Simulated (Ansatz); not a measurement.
# Run report: Ga$_{64}$As$_{64}$, single-point calculation (part 2 of 2)

Continued. System: Ga$_{64}$As$_{64}$ (128 atoms in the cell). Method: DFT, HSE06, PAW, plane waves (Ansatz 0.2.0); cutoff 420 eV, 1×1×1 k-mesh, Fermi–Dirac smearing of 0.01 eV. The structure was built on a prototype by a generator.

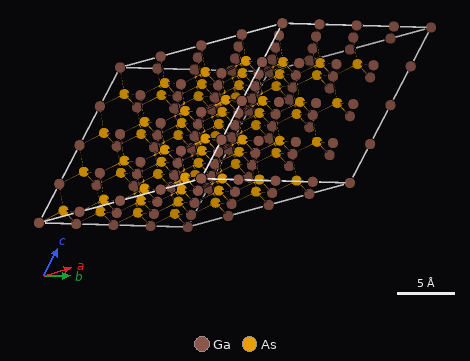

The structure (ball-and-stick view of the cell of the calculation, seen at an oblique angle).

```
hybrid outer 3: dexx = +3.881e-8 eV, tail = 1.69e-7 eV, Δε = 4.32e-5 eV (about 2.21e-5 eV left of the loop's levels), ΔF = 1.31e-24 eV/Å (tail inf)
NSCF: frozen V_eff on 1 k-points
hybrid SCF converged: 3 outer / 15 inner (+5 warm-up), last move |dexx| = 3.88e-8 eV, tail = 1.69e-7 eV
Stability not checked: this state was not tested for a lower state beside it, because the functional holds exact exchange (a hybrid, or Hartree-Fock), whose exchange loop this test does not read (fock_operator; see scf.lower_state_search)
Free energy (F): -553052.855978 eV
Harris-Foulkes:  -553052.855978 eV  (|F-HF|=5.11e-8)
Internal energy: -553052.855978 eV  (E = F + TS)
E sigma→0 (E₀):  -553052.855978 eV
Fermi energy:    8.472982 eV
--- Per-component energies (eV) ---
  E_band       = -24798.498938
  E_kinetic    = 13952.355151
  E_local      = -251277.385358  (includes V_loc(G=0)·N_el)
  E_nonlocal   = -15638.664169
  E_hartree    = 126906.379437
  E_xc         = -7633.694280
  E_vxc        = -7032.944226  (∫ρ·V_xc dr)
  E_exx        = -7001.855067  (= α·E_x^exact, valence–valence)
  E_paw        = -239792.181584  (= ΣΔE_a)
  E_vpaw       = -4610.865302  (= ΣTr[D̂ρ^β])
  E_aug_tail   = -0.008731  (compensation charges beyond the density's cutoff)
  E_ewald      = -172526.329739
  E_core_change = -41.471857  (= ΣΔE_core)
  E_smearing   = -0.000000  (= −TS)
  E_closure    = 0.000219  (closes the sum)
  Σ components = -553052.855978   (vs F -553052.855978, Δ=0.00e0)
--- Forces (eV/Å), atoms counted from 1 ---
  atom   1  Ga     0.00000000     0.00000000    -0.00000000
  atom   2  Ga     0.00000000    -0.00000000    -0.00000000
  atom   3  Ga    -0.00000000    -0.00000000    -0.00000000
  atom   4  Ga    -0.00000000     0.00000000    -0.00000000
  atom   5  Ga     0.00000000     0.00000000    -0.00000000
  atom   6  Ga    -0.00000000     0.00000000    -0.00000000
  atom   7  Ga     0.00000000     0.00000000    -0.00000000
  atom   8  Ga     0.00000000     0.00000000    -0.00000000
  atom   9  Ga     0.00000000     0.00000000    -0.00000000
  atom  10  Ga     0.00000000     0.00000000    -0.00000000
  atom  11  Ga     0.00000000     0.00000000    -0.00000000
  atom  12  Ga     0.00000000    -0.00000000    -0.00000000
  atom  13  Ga     0.00000000     0.00000000    -0.00000000
  atom  14  Ga     0.00000000     0.00000000    -0.00000000
  atom  15  Ga     0.00000000     0.00000000    -0.00000000
  atom  16  Ga     0.00000000     0.00000000    -0.00000000
  atom  17  Ga    -0.00000000     0.00000000    -0.00000000
  atom  18  Ga     0.00000000     0.00000000    -0.00000000
  atom  19  Ga     0.00000000     0.00000000    -0.00000000
  atom  20  Ga     0.00000000     0.00000000    -0.00000000
  atom  21  Ga    -0.00000000     0.00000000    -0.00000000
  atom  22  Ga     0.00000000     0.00000000    -0.00000000
  atom  23  Ga     0.00000000     0.00000000    -0.00000000
  atom  24  Ga     0.00000000     0.00000000    -0.00000000
  atom  25  Ga     0.00000000     0.00000000    -0.00000000
  atom  26  Ga     0.00000000     0.00000000    -0.00000000
  atom  27  Ga     0.00000000    -0.00000000    -0.00000000
  atom  28  Ga     0.00000000     0.00000000    -0.00000000
  atom  29  Ga    -0.00000000    -0.00000000    -0.00000000
  atom  30  Ga    -0.00000000     0.00000000    -0.00000000
  atom  31  Ga     0.00000000    -0.00000000    -0.00000000
  atom  32  Ga     0.00000000     0.00000000    -0.00000000
  atom  33  Ga     0.00000000     0.00000000    -0.00000000
  atom  34  Ga    -0.00000000     0.00000000    -0.00000000
  atom  35  Ga     0.00000000    -0.00000000    -0.00000000
  atom  36  Ga     0.00000000     0.00000000    -0.00000000
  atom  37  Ga    -0.00000000     0.00000000    -0.00000000
  atom  38  Ga     0.00000000    -0.00000000    -0.00000000
  atom  39  Ga     0.00000000     0.00000000    -0.00000000
  atom  40  Ga     0.00000000    -0.00000000    -0.00000000
  atom  41  Ga    -0.00000000    -0.00000000    -0.00000000
  atom  42  Ga     0.00000000    -0.00000000    -0.00000000
  atom  43  Ga     0.00000000     0.00000000    -0.00000000
  atom  44  Ga     0.00000000     0.00000000    -0.00000000
  atom  45  Ga    -0.00000000     0.00000000    -0.00000000
  atom  46  Ga    -0.00000000     0.00000000    -0.00000000
  atom  47  Ga     0.00000000    -0.00000000    -0.00000000
  atom  48  Ga     0.00000000     0.00000000    -0.00000000
  atom  49  Ga     0.00000000     0.00000000    -0.00000000
  atom  50  Ga     0.00000000     0.00000000    -0.00000000
  atom  51  Ga     0.00000000     0.00000000    -0.00000000
  atom  52  Ga    -0.00000000     0.00000000    -0.00000000
  atom  53  Ga    -0.00000000     0.00000000    -0.00000000
  atom  54  Ga     0.00000000    -0.00000000    -0.00000000
  atom  55  Ga    -0.00000000     0.00000000    -0.00000000
  atom  56  Ga     0.00000000     0.00000000    -0.00000000
  atom  57  Ga    -0.00000000     0.00000000    -0.00000000
  atom  58  Ga    -0.00000000    -0.00000000    -0.00000000
  atom  59  Ga    -0.00000000     0.00000000    -0.00000000
  atom  60  Ga    -0.00000000    -0.00000000    -0.00000000
  atom  61  Ga     0.00000000    -0.00000000    -0.00000000
  atom  62  Ga     0.00000000     0.00000000    -0.00000000
  atom  63  Ga     0.00000000     0.00000000    -0.00000000
  atom  64  Ga     0.00000000    -0.00000000    -0.00000000
  atom  65  As     0.00000000     0.00000000    -0.00000000
  atom  66  As     0.00000000     0.00000000    -0.00000000
  atom  67  As     0.00000000     0.00000000    -0.00000000
  atom  68  As     0.00000000    -0.00000000    -0.00000000
  atom  69  As     0.00000000    -0.00000000    -0.00000000
  atom  70  As     0.00000000     0.00000000    -0.00000000
  atom  71  As     0.00000000     0.00000000    -0.00000000
  atom  72  As     0.00000000    -0.00000000    -0.00000000
  atom  73  As     0.00000000     0.00000000    -0.00000000
  atom  74  As     0.00000000    -0.00000000    -0.00000000
  atom  75  As     0.00000000    -0.00000000    -0.00000000
  atom  76  As     0.00000000    -0.00000000    -0.00000000
  atom  77  As     0.00000000    -0.00000000    -0.00000000
  atom  78  As     0.00000000    -0.00000000    -0.00000000
  atom  79  As     0.00000000    -0.00000000    -0.00000000
  atom  80  As     0.00000000    -0.00000000    -0.00000000
  atom  81  As     0.00000000     0.00000000    -0.00000000
  atom  82  As     0.00000000    -0.00000000    -0.00000000
  atom  83  As     0.00000000     0.00000000    -0.00000000
  atom  84  As     0.00000000    -0.00000000    -0.00000000
  atom  85  As     0.00000000     0.00000000    -0.00000000
  atom  86  As     0.00000000    -0.00000000    -0.00000000
  atom  87  As     0.00000000     0.00000000    -0.00000000
  atom  88  As     0.00000000    -0.00000000    -0.00000000
  atom  89  As     0.00000000     0.00000000     0.00000000
  atom  90  As     0.00000000    -0.00000000    -0.00000000
  atom  91  As     0.00000000     0.00000000    -0.00000000
  atom  92  As     0.00000000    -0.00000000    -0.00000000
  atom  93  As     0.00000000     0.00000000    -0.00000000
  atom  94  As     0.00000000    -0.00000000    -0.00000000
  atom  95  As     0.00000000     0.00000000     0.00000000
  atom  96  As     0.00000000    -0.00000000    -0.00000000
  atom  97  As     0.00000000     0.00000000    -0.00000000
  atom  98  As     0.00000000    -0.00000000    -0.00000000
  atom  99  As     0.00000000    -0.00000000    -0.00000000
  atom 100  As     0.00000000    -0.00000000    -0.00000000
  atom 101  As     0.00000000     0.00000000    -0.00000000
  atom 102  As     0.00000000     0.00000000    -0.00000000
  atom 103  As     0.00000000     0.00000000    -0.00000000
  atom 104  As     0.00000000    -0.00000000    -0.00000000
  atom 105  As     0.00000000    -0.00000000    -0.00000000
  atom 106  As     0.00000000    -0.00000000    -0.00000000
  atom 107  As     0.00000000    -0.00000000     0.00000000
  atom 108  As     0.00000000    -0.00000000    -0.00000000
  atom 109  As     0.00000000    -0.00000000    -0.00000000
  atom 110  As     0.00000000     0.00000000    -0.00000000
  atom 111  As     0.00000000    -0.00000000    -0.00000000
  atom 112  As     0.00000000     0.00000000    -0.00000000
  atom 113  As     0.00000000     0.00000000    -0.00000000
  atom 114  As     0.00000000    -0.00000000    -0.00000000
  atom 115  As     0.00000000     0.00000000    -0.00000000
  atom 116  As     0.00000000     0.00000000    -0.00000000
  atom 117  As     0.00000000    -0.00000000    -0.00000000
  atom 118  As     0.00000000     0.00000000    -0.00000000
  atom 119  As     0.00000000     0.00000000    -0.00000000
  atom 120  As     0.00000000    -0.00000000    -0.00000000
  atom 121  As     0.00000000     0.00000000    -0.00000000
  atom 122  As     0.00000000    -0.00000000    -0.00000000
  atom 123  As     0.00000000    -0.00000000    -0.00000000
  atom 124  As     0.00000000    -0.00000000    -0.00000000
  atom 125  As     0.00000000     0.00000000    -0.00000000
  atom 126  As     0.00000000    -0.00000000    -0.00000000
  atom 127  As     0.00000000     0.00000000    -0.00000000
  atom 128  As     0.00000000    -0.00000000     0.00000000
  max |Σ_I F_I| component: 6.33e-23 eV/Å
--- Band table (eV) ---
  k-point 0: bands = ["-30.7299", "-30.7299", "-30.7299", "-30.7295", "-30.7295", "-30.7295", "-30.7295", "-30.7295", "-30.7295", "-30.7292", ... 866 levels left out ..., "6.5178", "7.0262", "7.0262", "7.0262", "7.0262", "7.0262", "7.0262", "7.0262", "7.0262", "7.0262", "7.0262", "7.0262", "7.0262", "7.0262", "7.0262", "7.0262", "7.0262", "7.7449", "7.7449", "7.7449", "9.1900", "9.5302", "9.5302", "9.5302", "9.5302", "9.8300", "9.8300", "9.8300", "10.0181",
      "10.0181", "10.0181", "10.0181", "10.0181", "10.0181", "10.0181", "10.0181", "10.0947", "10.0947", "10.0947", "10.4301", "10.4301", "10.4301", "10.4301", "10.4301", "10.4301", "10.6651", "10.6651", "10.6651", "10.6651", "10.6651", "10.6651", "10.6651", "10.6651", "10.6651", "10.6651", "10.6651", "10.6651", "10.6651", "10.6651", "10.6651", "10.6651", "10.6651", "10.6651", "10.6651", "10.6651", "10.6651", "10.6651", "10.6651", "10.6651",
      "11.3050", "11.3050", "11.3050", "11.3050", "11.3050", "11.3050", "11.3050", "11.3050", "11.3050", "11.3050", "11.3050", "11.3050", "11.8470", "11.8470", "11.8470", "11.8470", "11.8470", "11.8470", "12.2848", "12.2848", "12.2848", "13.1997", "13.1997", "13.1997", "13.1997", "13.1997", "13.1997", "13.1997", "13.1997", "13.1997", "13.1997", "13.1997", "13.1997", "13.1997", "13.1997", "13.1997", "13.1997", "13.2062", "13.2062", "13.2062",
      "13.2062", "13.2062", "13.2062", "13.2062", "13.2062", "13.2103", "13.2103", "13.2103", "13.2103", "13.2103", "13.2103", "13.3704", "13.3704", "13.3704", "13.3704", "13.3704", "13.3704", "13.3704", "13.3704", "13.3704", "13.3704", "13.3704", "13.3704", "13.3704", "13.3704", "13.3704", "13.3704", "13.3704", "13.3704", "13.3704", "13.3704", "13.3704", "13.3704", "13.3704", "13.3704", "13.3733", "13.3733", "13.3733", "13.3733", "13.3733",
      "13.3733", "14.1289", "14.1289", "14.1289", "14.1289", "14.1289", "14.1289", "14.3030", "14.3030", "14.3030", "14.3030", "14.3030", "14.3030", "14.3030", "14.3030", "14.3030", "14.3030", "14.3030", "14.3030", "14.3600", "14.3600", "14.3600", "14.3600", "14.3600", "14.3600", "14.3600", "14.3600", "14.3600", "14.3600", "14.3600", "14.3600", "14.4764", "14.4764", "14.4764", "14.4764", "14.4764", "14.4764", "14.4764", "14.4764", "14.4764",
      "14.4764", "14.4764", "14.4764", "14.6119", "14.6119", "14.6119", "14.6119", "14.6119", "14.6119", "14.6785", "14.6785"]
--- Löwdin populations: 128 sites ---
  site symbol       q [e]
     0     Ga     12.8821
     1     Ga     12.8821
     2     Ga     12.8821
     3     Ga     12.8821
     4     Ga     12.8821
     5     Ga     12.8821
     6     Ga     12.8821
     7     Ga     12.8821
     8     Ga     12.8821
     9     Ga     12.8821
    10     Ga     12.8821
    11     Ga     12.8821
    12     Ga     12.8821
    13     Ga     12.8821
    14     Ga     12.8821
    15     Ga     12.8821
    16     Ga     12.8821
    17     Ga     12.8821
    18     Ga     12.8821
    19     Ga     12.8821
    20     Ga     12.8821
    21     Ga     12.8821
    22     Ga     12.8821
    23     Ga     12.8821
    24     Ga     12.8821
    25     Ga     12.8821
    26     Ga     12.8821
    27     Ga     12.8821
    28     Ga     12.8821
    29     Ga     12.8821
    30     Ga     12.8821
    31     Ga     12.8821
    32     Ga     12.8821
    33     Ga     12.8821
    34     Ga     12.8821
    35     Ga     12.8821
    36     Ga     12.8821
    37     Ga     12.8821
    38     Ga     12.8821
    39     Ga     12.8821
    40     Ga     12.8821
    41     Ga     12.8821
    42     Ga     12.8821
    43     Ga     12.8821
    44     Ga     12.8821
    45     Ga     12.8821
    46     Ga     12.8821
    47     Ga     12.8821
    48     Ga     12.8821
    49     Ga     12.8821
    50     Ga     12.8821
    51     Ga     12.8821
    52     Ga     12.8821
    53     Ga     12.8821
    54     Ga     12.8821
    55     Ga     12.8821
    56     Ga     12.8821
    57     Ga     12.8821
    58     Ga     12.8821
    59     Ga     12.8821
    60     Ga     12.8821
    61     Ga     12.8821
    62     Ga     12.8821
    63     Ga     12.8821
    64     As     15.0771
    65     As     15.0771
    66     As     15.0771
    67     As     15.0771
    68     As     15.0771
    69     As     15.0771
    70     As     15.0771
    71     As     15.0771
    72     As     15.0771
    73     As     15.0771
    74     As     15.0771
    75     As     15.0771
    76     As     15.0771
    77     As     15.0771
    78     As     15.0771
    79     As     15.0771
    80     As     15.0771
    81     As     15.0771
    82     As     15.0771
    83     As     15.0771
    84     As     15.0771
    85     As     15.0771
    86     As     15.0771
    87     As     15.0771
    88     As     15.0771
    89     As     15.0771
    90     As     15.0771
    91     As     15.0771
    92     As     15.0771
    93     As     15.0771
    94     As     15.0771
    95     As     15.0771
    96     As     15.0771
    97     As     15.0771
    98     As     15.0771
    99     As     15.0771
   100     As     15.0771
   101     As     15.0771
   102     As     15.0771
   103     As     15.0771
   104     As     15.0771
   105     As     15.0771
   106     As     15.0771
   107     As     15.0771
   108     As     15.0771
   109     As     15.0771
   110     As     15.0771
   111     As     15.0771
   112     As     15.0771
   113     As     15.0771
   114     As     15.0771
   115     As     15.0771
   116     As     15.0771
   117     As     15.0771
   118     As     15.0771
   119     As     15.0771
   120     As     15.0771
   121     As     15.0771
   122     As     15.0771
   123     As     15.0771
   124     As     15.0771
   125     As     15.0771
   126     As     15.0771
   127     As     15.0771
  spilling = 0.001456 (of n_electrons = 1792.000000)
```

Results in brief

| quantity | value |
| --- | --- |
| outcome | converged |
| space group (tolerance 0.01 Å) | F-43m (216) |
| electrons treated | 1792 |
| free energy | −553052.8560 eV |
| Fermi energy | 8.473 eV |
| largest force (length of the vector) | under 0.001 eV/Å |
| wall time | 6.4 min (CPU time 30 min) |
| peak memory | 15 GiB |
